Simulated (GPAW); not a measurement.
## 1 ML Co on Ag(111), fcc site, 2 substrate layers: cost and accuracy of the functional

Two starts of 1 ML Co on Ag(111), fcc site, 2 substrate layers are run at each set of the functional. What moves?

Calculated with GPAW 26.7.0; several functionals; plane waves with GPAW's PAW setups, scalar-relativistic.

### 1. The starting structure

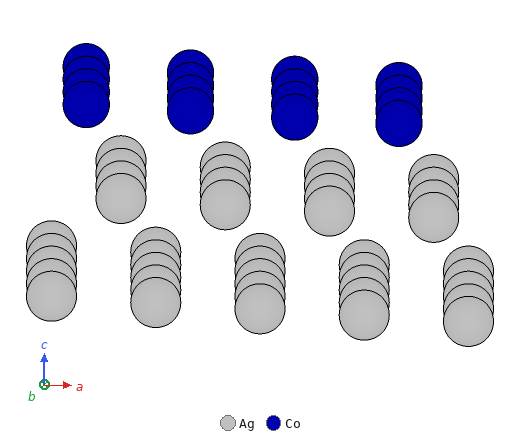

The cell as given, nearly edge on (silver light grey, cobalt blue). 4×4×1 cells are drawn. Some periodic images of atoms are drawn too.

The cell holds 3 atoms: 2 Ag and 1 Co. Cell: a = 2.889 Å, b = 2.889 Å, c = 18.475 Å, α = 90.0°, β = 90.0°, γ = 120.0°. pseudomorphic film on the substrate's lattice, hard-sphere layer spacings, unrelaxed, 14 A of vacuum. Vacuum lies along c.

### 2. Set 1 (LDA), start ferro +

Each set takes another functional on the same cell and mesh.

Contents of order1.py:

```python
import json
import numpy as np
from ase import Atoms
from ase.parallel import paropen, parprint
from gpaw import GPAW

atoms = Atoms(['Ag', 'Ag', 'Co'],
    cell=[[2.888885, 0.0, 0.0],
         [-1.444442, 2.501848, 0.0],
         [0.0, 0.0, 18.474925]],
    scaled_positions=[[0.0, 0.0, 0.378892],
         [0.666667, 0.333333, 0.506566],
         [0.333333, 0.666667, 0.621108]],
    pbc=True,
    magmoms=[0.0, 0.0, 2.0])
atoms.calc = GPAW(mode={'name': 'pw', 'ecut': 550},
    xc='LDA',
    kpts={'size': (12, 12, 1), 'gamma': True},
    occupations={'name': 'fermi-dirac', 'width': 0.05},
    convergence={'density': 1e-05, 'energy': 1e-05},
    maxiter=200,
    symmetry={'tolerance': 1e-4},
    txt='order1.txt')
e = atoms.get_potential_energy(force_consistent=True)
res = {'free_energy': e, 'energy_sigma0': atoms.get_potential_energy(), 'fermi_energy': atoms.calc.get_fermi_level()}
res['moments'] = atoms.get_magnetic_moments().tolist()
res['total'] = atoms.get_magnetic_moment()
parprint('site moments (muB):', np.round(res['moments'], 3))
parprint(f"total moment: {res['total']:.3f} muB")
parprint(f'free energy: {e:.6f} eV')
atoms.calc.write('order1.gpw')
with paropen('results.json', 'w') as f:
    json.dump(res, f)
```

Started as:

```bash
$ OMP_NUM_THREADS=1 mpirun -n 4 gpaw python order1.py > order1.log
```

Numbers of over 12 decimals in the logs are rounded to 6 here.

The log of the run:

```text
site moments (muB): [5.000e-03 1.000e-03 1.891e+00]
total moment: 1.895 muB
free energy: -14.391757 eV

--- order1.txt ---
Input parameters:
  mode=PW(ecut=550),
  convergence={'density': 1e-05, 'energy': 1e-05},
  kpts=MonkhorstPack(size=(12, 12, 1), gamma=True),
  maxiter=200,
  occupations=Occupations(name='fermi-dirac', width=0.05),
  symmetry=Symmetry(tolerance=0.0001),
  xc=XC(name='LDA')

Diagonalizing LCAO Hamiltonian
Converting LCAO to pw mode

        Co

           Ag

       Ag

Atoms  # Å, Bohr magnetons
|   | symbol |         x |        y |         z |    initial magnetic moments |
|---|--------|-----------|----------|-----------|-----------------------------|
| 0 |     Ag |  0.000000 | 0.000000 |  7.000001 | ( 0.0000,  0.0000,  0.0000) |
| 1 |     Ag |  1.444444 | 0.833948 |  9.358769 | ( 0.0000,  0.0000,  0.0000) |
| 2 |     Co | -0.000001 | 1.667900 | 11.474924 | ( 0.0000,  0.0000,  2.0000) |

Unit cell  # Å
| periodic |         x |        y |         z |   lengths |     angles |
|----------|-----------|----------|-----------|-----------|------------|
|      yes |  2.888885 | 0.000000 |  0.000000 |  2.888885 |  90.000000 |
|      yes | -1.444442 | 2.501848 |  0.000000 |  2.888885 |  90.000000 |
|      yes |  0.000000 | 0.000000 | 18.474925 | 18.474925 | 119.999989 |

Number of symmetries: 6

BZ-sampling:
  Number of BZ points: 144
  Number of IBZ points: 19

  Monkhorst-Pack size: [12, 12, 1]
  Monkhorst-Pack shift: [0.041667, 0.041667, 0.0]

Plane wave coefficients: 3995
Cutoff: 550.0 eV

Spin-components: 2 (collinear spins)
Bands:           31
Projectors:      18
Spin-degeneracy: 1
Datatype:        complex128

Parallelization:
  kpt:    4
  domain: 1
  band:   1

Density:
  Valence electrons: 43.0
  Components: 2
  Grid points: [ 16  16 100]
  Charge: 0.0  # |e|

Potential:
  Grid points: [ 16  16 100]

[... setups left out ...]
Reference energy: -326767.331211  # eV

eigensolver:
  PPCG
  Converge bands: occupied
  niter=2

density mixing:
  MSR1-Mixer
  Pratt-step length: 0.05
  Maximum mixing coefficient: 0.75
  Old densities: 10
  SVD Regularization: 0.005
  Good broyden scale: 1.0
  Trust region scale: 1.0
  Backstep threshold: 4.0
  History deletion threshold: 6.0
  Fourier metric: weight=20.0, sigma=0.015

occupation numbers:
  Fermi-Dirac:
    width: 0.0500  # eV

poisson solver:
  ecut: 4400.0  # eV

xc functional:
  name: None

convergence criteria:
- Maximum integral of absolute [dens]ity change: 1e-05 electrons / valence electron
- Maximum [total energy] change in last 3 cyles: 1e-05 eV / valence electron
- Maximum integral of absolute [eigenst]ate change: 4e-08 eV^2 / valence electron
maximum number of iterations: 200

SCF iterations
|iter     |      energy | eigst |  dens |  magmom |
|---------|-------------|-------|-------|---------|
|iter:   1|       0s |  -18.602689 | -0.11 |       |  +2.0018|
|iter:   2|       1s |  -16.726995 | -1.03 | -0.79 |  +1.9084|
|iter:   3|       2s |  -14.865732 | -1.73 | -0.99 |  +1.9365|
|iter:   4|       2s |  -14.607970 | -2.25 | -1.30 |  +1.9433|
|iter:   5|       3s |  -14.424397 | -2.11 | -1.38 |  +1.9233|
|iter:   6|       3s |  -14.390503 | -2.68 | -1.65 |  +1.9212|
|iter:   7|       4s |  -14.377727 | -3.00 | -1.76 |  +1.9210|
|iter:   8|       4s |  -14.377211 | -3.74 | -1.98 |  +1.9051|
|iter:   9|       5s |  -14.376787 | -3.63 | -2.10 |  +1.8736|
|iter:  10|       5s |  -14.376871c| -4.10 | -2.45 |  +1.8710|
|iter:  11|       6s |  -14.377203c| -4.87 | -2.77 |  +1.8788|
|iter:  12|       6s |  -14.377104c| -5.09 | -2.82 |  +1.8878|
|iter:  13|       7s |  -14.377072c| -5.58 | -3.20 |  +1.8917|
|iter:  14|       8s |  -14.377072c| -6.49 | -3.63 |  +1.8936|
|iter:  15|       8s |  -14.377061c| -7.01 | -3.79 |  +1.8949|
|iter:  16|       9s |  -14.377063c| -7.96c| -4.37 |  +1.8950|
|iter:  17|       9s |  -14.377062c| -7.85c| -4.75 |  +1.8952|
|iter:  18|       9s |  -14.377062c| -8.61c| -5.20c|  +1.8953|

Converged in 18 steps
Energy contributions relative to reference atoms: (reference = -326767.331211)

Energy contributions:
  Kinetic:          -4.099433
  Coulomb:           1.993431
  Zero:              0.195910
  External:          0.000000
  Xc:              -12.452276
  Entropy:          -0.029390
  Spinorbit:         0.000000
  ----------------------------
  Free energy:     -14.391757
  Extrapolated:    -14.377062

dipole moment: (-3.889994, -8.227089, -0.018876)  # |e|*Ang

Total magnetic moment: (0.000000, 0.000000, 1.895314)

Local magnetic moments
|        x |        y |        z |
|----------|----------|----------|
| 0.000000 | 0.000000 | 0.005168 |  # Ag   0
| 0.000000 | 0.000000 | 0.001383 |  # Ag   1
| 0.000000 | 0.000000 | 1.890719 |  # Co   2

Fermi level: -0.403
Eigenvalues  # (at kpt = [-0.000, -0.000, 0.000])
| band index |      eig [eV] | occ [0-1] |      eig [eV] | occ [0-1] |
|------------|---------------|-----------|---------------|-----------|
|          0 |       -55.759 |     1.000 |       -55.737 |     1.000 |
|        ... |               |           |               |           |
|         15 |        -4.094 |     1.000 |        -4.052 |     1.000 |
|         16 |        -3.501 |     1.000 |        -3.476 |     1.000 |
|         17 |        -3.501 |     1.000 |        -3.476 |     1.000 |
|         18 |        -2.838 |     1.000 |        -2.018 |     1.000 |
|         19 |        -2.361 |     1.000 |        -0.820 |     1.000 |
|         20 |        -2.361 |     1.000 |        -0.682 |     0.996 |
|         21 |        -1.947 |     1.000 |        -0.682 |     0.996 |
|         22 |        -1.947 |     1.000 |        -0.015 |     0.000 |
|         23 |        -1.476 |     1.000 |        -0.015 |     0.000 |
|         24 |         0.249 |     0.000 |         0.294 |     0.000 |
|         25 |         4.083 |     0.000 |         4.117 |     0.000 |
|         26 |         4.812 |     0.000 |         4.831 |     0.000 |
|         27 |         5.417 |     0.000 |         5.466 |     0.000 |
|         28 |         7.701 |     0.000 |         7.728 |     0.000 |
|         29 |         7.932 |     0.000 |         7.997 |     0.000 |
|         30 |        11.234 |     0.000 |        11.257 |     0.000 |

No gap
No difference between direct/indirect transitions
```

Wall time 12 s (4 MPI ranks of AMD EPYC 9R45, shared host); peak memory 0.94 GiB; 49 s of CPU time.

Spin moment in the augmentation sphere by atom:

| atom | spin moment in the augmentation sphere (μB) |
| --- | --- |
| Ag1 | 0.01 |
| Ag2 | 0.00 |
| Co3 | 1.89 |

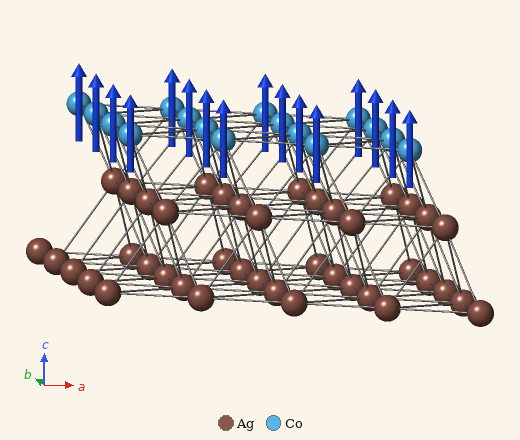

Spin moment in the augmentation sphere as arrows, the longest 1.89 μB. Up and down stand for the sign. Arrows give size and sign along the axis of quantisation, drawn up and down the page. 4×4×1 cells are drawn. Some periodic images of atoms are drawn too.

This step gave:

* magnetization: 1.895 μB
* final state: ferromagnetic

After 18 cycles the largest moment stands at 1.89 μB.

### 3. Set 1 (LDA), start antiferro q=(0,1/2,0) +-

The second start gives the energy difference between the two end states, the quantity that is followed from set to set. Its q is in fractions of the reciprocal vectors of the first run's cell.

Contents of order2.py:

```python
import json
import numpy as np
from ase import Atoms
from ase.parallel import paropen, parprint
from gpaw import GPAW

atoms = Atoms(['Ag', 'Ag', 'Ag', 'Ag', 'Co', 'Co'],
    cell=[[2.888885, 0.0, 0.0],
         [-2.888884, 5.003696, 0.0],
         [0.0, 0.0, 18.474925]],
    scaled_positions=[[0.0, 0.0, 0.378892],
         [0.0, 0.5, 0.378892],
         [0.666667, 0.1666665, 0.506566],
         [0.666667, 0.6666665, 0.506566],
         [0.333333, 0.3333335, 0.621108],
         [0.333333, 0.8333335, 0.621108]],
    pbc=True,
    magmoms=[0.0, 0.0, 0.0, 0.0, 2.0, -2.0])
atoms.calc = GPAW(mode={'name': 'pw', 'ecut': 550},
    xc='LDA',
    kpts={'size': (12, 6, 1), 'gamma': True},
    occupations={'name': 'fermi-dirac', 'width': 0.05},
    convergence={'density': 1e-05, 'energy': 1e-05},
    maxiter=200,
    symmetry={'tolerance': 1e-4},
    txt='order2.txt')
e = atoms.get_potential_energy(force_consistent=True)
res = {'free_energy': e, 'energy_sigma0': atoms.get_potential_energy(), 'fermi_energy': atoms.calc.get_fermi_level()}
res['moments'] = atoms.get_magnetic_moments().tolist()
res['total'] = atoms.get_magnetic_moment()
parprint('site moments (muB):', np.round(res['moments'], 3))
parprint(f"total moment: {res['total']:.3f} muB")
parprint(f'free energy: {e:.6f} eV')
atoms.calc.write('order2.gpw')
with paropen('results.json', 'w') as f:
    json.dump(res, f)
```

Started as:

```bash
$ OMP_NUM_THREADS=1 mpirun -n 4 gpaw python order2.py > order2.log
```

The log of the run:

```text
site moments (muB): [ 0.003 -0.003  0.008 -0.008  1.734 -1.734]
total moment: 0.000 muB
free energy: -28.497778 eV

--- order2.txt ---
Input parameters:
  mode=PW(ecut=550),
  convergence={'density': 1e-05, 'energy': 1e-05},
  kpts=MonkhorstPack(size=(12, 6, 1), gamma=True),
  maxiter=200,
  occupations=Occupations(name='fermi-dirac', width=0.05),
  symmetry=Symmetry(tolerance=0.0001),
  xc=XC(name='LDA')

Diagonalizing LCAO Hamiltonian
Converting LCAO to pw mode

          Co
            Co

             Ag
               Ag

         Ag
           Ag

Atoms  # Å, Bohr magnetons
|   | symbol |         x |        y |         z |    initial magnetic moments |
|---|--------|-----------|----------|-----------|-----------------------------|
| 0 |     Ag |  0.000000 | 0.000000 |  7.000001 | ( 0.0000,  0.0000,  0.0000) |
| 1 |     Ag | -1.444442 | 2.501848 |  7.000001 | ( 0.0000,  0.0000,  0.0000) |
| 2 |     Ag |  1.444444 | 0.833948 |  9.358769 | ( 0.0000,  0.0000,  0.0000) |
| 3 |     Ag |  0.000002 | 3.335796 |  9.358769 | ( 0.0000,  0.0000,  0.0000) |
| 4 |     Co | -0.000001 | 1.667900 | 11.474924 | ( 0.0000,  0.0000,  2.0000) |
| 5 |     Co | -1.444443 | 4.169748 | 11.474924 | ( 0.0000,  0.0000, -2.0000) |

Number of symmetries: 1

BZ-sampling:
  Number of BZ points: 72
  Number of IBZ points: 38

  Monkhorst-Pack size: [12, 6, 1]
  Monkhorst-Pack shift: [0.041667, 0.083333, 0.0]

Plane wave coefficients: 7859
Cutoff: 550.0 eV

Spin-components: 2 (collinear spins)
Bands:           56
Projectors:      36
Spin-degeneracy: 1
Datatype:        complex128

Parallelization:
  kpt:    4
  domain: 1
  band:   1

[...]
Converged in 20 steps
Energy contributions relative to reference atoms: (reference = -653534.662422)

Energy contributions:
  Kinetic:          -7.337466
  Coulomb:           3.395354
  Zero:              0.388209
  External:          0.000000
  Xc:              -24.844853
  Entropy:          -0.099022
  Spinorbit:         0.000000
  ----------------------------
  Free energy:     -28.497778
  Extrapolated:    -28.448267

dipole moment: (-7.756667, -16.463205, -0.022629)  # |e|*Ang

Total magnetic moment: (0.000000, 0.000000, 0.000002)

Local magnetic moments
|        x |        y |         z |
|----------|----------|-----------|
| 0.000000 | 0.000000 |  0.003232 |  # Ag   0
| 0.000000 | 0.000000 | -0.003232 |  # Ag   1
| 0.000000 | 0.000000 |  0.008420 |  # Ag   2
| 0.000000 | 0.000000 | -0.008420 |  # Ag   3
| 0.000000 | 0.000000 |  1.733726 |  # Co   4
| 0.000000 | 0.000000 | -1.733724 |  # Co   5

Fermi level: -0.353
Eigenvalues  # (at kpt = [-0.000, 0.000, 0.000])
| band index |      eig [eV] | occ [0-1] |      eig [eV] | occ [0-1] |
|------------|---------------|-----------|---------------|-----------|
|          0 |       -55.694 |     1.000 |       -55.694 |     1.000 |
|        ... |               |           |               |           |
|         35 |        -2.433 |     1.000 |        -2.433 |     1.000 |
|         36 |        -2.165 |     1.000 |        -2.165 |     1.000 |
|         37 |        -1.945 |     1.000 |        -1.945 |     1.000 |
|         38 |        -1.791 |     1.000 |        -1.790 |     1.000 |
[...]
|         48 |         1.462 |     0.000 |         1.462 |     0.000 |
|         49 |         3.836 |     0.000 |         3.836 |     0.000 |
|         50 |         4.090 |     0.000 |         4.090 |     0.000 |
|        ... |               |           |               |           |
|         55 |         7.705 |     0.000 |         7.705 |     0.000 |

No gap
No difference between direct/indirect transitions
```

It took 80 s on 4 MPI ranks; peak memory 1.8 GiB.

Spin moment in the augmentation sphere by atom:

| atom | spin moment in the augmentation sphere (μB) |
| --- | --- |
| Ag1 | 0.00 |
| Ag2 | 0.00 |
| Ag3 | 0.01 |
| Ag4 | -0.01 |
| Co5 | 1.73 |
| Co6 | -1.73 |

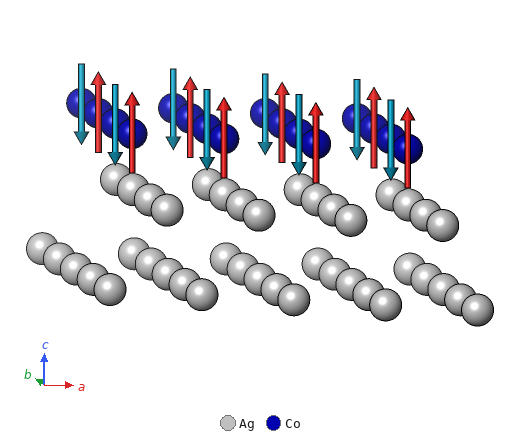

Spin moment in the augmentation sphere as arrows, the longest 1.73 μB. Up and down stand for the sign. Arrows give size and sign along the axis of quantisation, drawn up and down the page. The two directions have two colours. 4×2×1 cells are drawn. Some periodic images of atoms are drawn too.

Read from the output:

```
magnetization : 0 μB
final state   : antiferromagnetic
```

This start lies +142.9 meV a seeded atom from the first; its largest moment is 1.73 μB.

### 4. Set 2 (revPBE), start ferro +

order1.py is the script of step 2 with these lines changed:

```diff
@@ -16,3 +16,3 @@
 atoms.calc = GPAW(mode={'name': 'pw', 'ecut': 550},
-    xc='LDA',
+    xc='revPBE',
     kpts={'size': (12, 12, 1), 'gamma': True},
```

Started as:

```bash
$ OMP_NUM_THREADS=1 mpirun -n 4 gpaw python order1.py > order1.log
```

The log of the run:

```text
site moments (muB): [ 0.003 -0.007  1.954]
total moment: 1.886 muB
free energy: -10.794821 eV

--- order1.txt ---
Input parameters:
  mode=PW(ecut=550),
  convergence={'density': 1e-05, 'energy': 1e-05},
  kpts=MonkhorstPack(size=(12, 12, 1), gamma=True),
  maxiter=200,
  occupations=Occupations(name='fermi-dirac', width=0.05),
  symmetry=Symmetry(tolerance=0.0001),
  xc=XC(name='revPBE')

[...]
|         17 |        -3.140 |     1.000 |        -3.112 |     1.000 |
|         18 |        -2.299 |     1.000 |        -1.638 |     1.000 |
[...]
|         27 |         5.608 |     0.000 |         5.631 |     0.000 |
|         28 |         7.883 |     0.000 |         7.885 |     0.000 |
|         29 |         8.134 |     0.000 |         8.145 |     0.000 |
|         30 |        11.459 |     0.000 |        11.455 |     0.000 |

No gap
No difference between direct/indirect transitions

[key lines of the parts left out:]
Free energy:     -10.794821
Converged in 20 steps
dipole moment: (-3.886789, -8.136752, -0.035598)  # |e|*Ang
Fermi level: 0.039
```

The job ended after 14 s (4 MPI ranks; peak memory 0.97 GiB; 56 s of CPU time).

Numbers from this step:

```
magnetization  : 1.886 μB
final state    : ferromagnetic
largest moment : 1.954 μB
```

The largest moment moves by +0.06 μB from set 1, at 1.1 times its CPU time.

### 5. Set 2 (revPBE), start antiferro q=(0,1/2,0) +-

order2.py is the script of step 3 with these lines changed:

```diff
@@ -19,3 +19,3 @@
 atoms.calc = GPAW(mode={'name': 'pw', 'ecut': 550},
-    xc='LDA',
+    xc='revPBE',
     kpts={'size': (12, 6, 1), 'gamma': True},
```

Started as:

```bash
$ OMP_NUM_THREADS=1 mpirun -n 4 gpaw python order2.py > order2.log
```

The log of the run:

```text
site moments (muB): [ 0.004 -0.004  0.006 -0.006  1.877 -1.877]
total moment: -0.000 muB
free energy: -21.336219 eV

--- order2.txt ---
Input parameters:
  mode=PW(ecut=550),
  convergence={'density': 1e-05, 'energy': 1e-05},
  kpts=MonkhorstPack(size=(12, 6, 1), gamma=True),
  maxiter=200,
  occupations=Occupations(name='fermi-dirac', width=0.05),
  symmetry=Symmetry(tolerance=0.0001),
  xc=XC(name='revPBE')

[...]
|         38 |        -1.498 |     1.000 |        -1.498 |     1.000 |
[...]
|         48 |         2.031 |     0.000 |         2.031 |     0.000 |
|         49 |         4.085 |     0.000 |         4.085 |     0.000 |
|         50 |         4.420 |     0.000 |         4.420 |     0.000 |
|        ... |               |           |               |           |
|         55 |         7.850 |     0.000 |         7.850 |     0.000 |

No gap
No difference between direct/indirect transitions

[key lines of the parts left out:]
Free energy:     -21.336219
Converged in 49 steps
dipole moment: (-7.765932, -16.280512, -0.011600)  # |e|*Ang
Fermi level: 0.266
```

It took 3.3 min on 4 MPI ranks; peak memory 1.8 GiB; 13 min of CPU time.

This step gave:

```yaml
magnetization: 0 μB
final_state: antiferromagnetic
largest_moment: 1.877 μB
```

This start lies +126.7 meV a seeded atom from the first, a change of -16.2 meV since set 1; its largest moment is 1.88 μB.

### 6. Set 3 (PBE), start ferro +

order1.py is the script of step 4 with these lines changed:

```diff
@@ -16,3 +16,3 @@
 atoms.calc = GPAW(mode={'name': 'pw', 'ecut': 550},
-    xc='revPBE',
+    xc='PBE',
     kpts={'size': (12, 12, 1), 'gamma': True},
```

Started as:

```bash
$ OMP_NUM_THREADS=1 mpirun -n 4 gpaw python order1.py > order1.log
```

The log of the run:

```text
site moments (muB): [ 0.003 -0.006  1.938]
total moment: 1.884 muB
free energy: -11.857380 eV

--- order1.txt ---
Input parameters:
  mode=PW(ecut=550),
  convergence={'density': 1e-05, 'energy': 1e-05},
  kpts=MonkhorstPack(size=(12, 12, 1), gamma=True),
  maxiter=200,
  occupations=Occupations(name='fermi-dirac', width=0.05),
  symmetry=Symmetry(tolerance=0.0001),
  xc=XC(name='PBE')

Diagonalizing LCAO Hamiltonian
[...]
|         17 |        -3.233 |     1.000 |        -3.206 |     1.000 |
|         18 |        -2.414 |     1.000 |        -1.749 |     1.000 |
[...]
|         27 |         5.576 |     0.000 |         5.602 |     0.000 |
|         28 |         7.858 |     0.000 |         7.861 |     0.000 |
|         29 |         8.114 |     0.000 |         8.137 |     0.000 |
|         30 |        11.422 |     0.000 |        11.424 |     0.000 |

No gap
No difference between direct/indirect transitions

[key lines of the parts left out:]
Free energy:     -11.857380
Converged in 20 steps
dipole moment: (-3.886528, -8.154439, -0.031925)  # |e|*Ang
Fermi level: -0.081
```

Run time: 14 s. Hardware: 4 MPI ranks; peak memory 0.97 GiB.

Read from the output:

| Property | Result |
| --- | --- |
| magnetization | 1.884 μB |
| final state | ferromagnetic |
| largest moment | 1.938 μB |

The largest moment moves by -0.02 μB from set 2, at 1.0 times its CPU time.

[end of part 1 of 2]

[Logs and program files are shortened in this print: banners, set-up blocks, solver, clock and traceback lines can be left out without a mark of their own.]

[Logs are printed without paths, hosts, clocks, repeated set-up lines and the standing remarks that a program may print on its own settings, such as how far it seeks lower states.]

[Hosts, paths, dates, database ids (printed as entryN), source tags and the programs' standing remarks are cut or masked in the printed files.]

[Where a cell is said to come from a database of computed structures, the database is the Materials Project.]
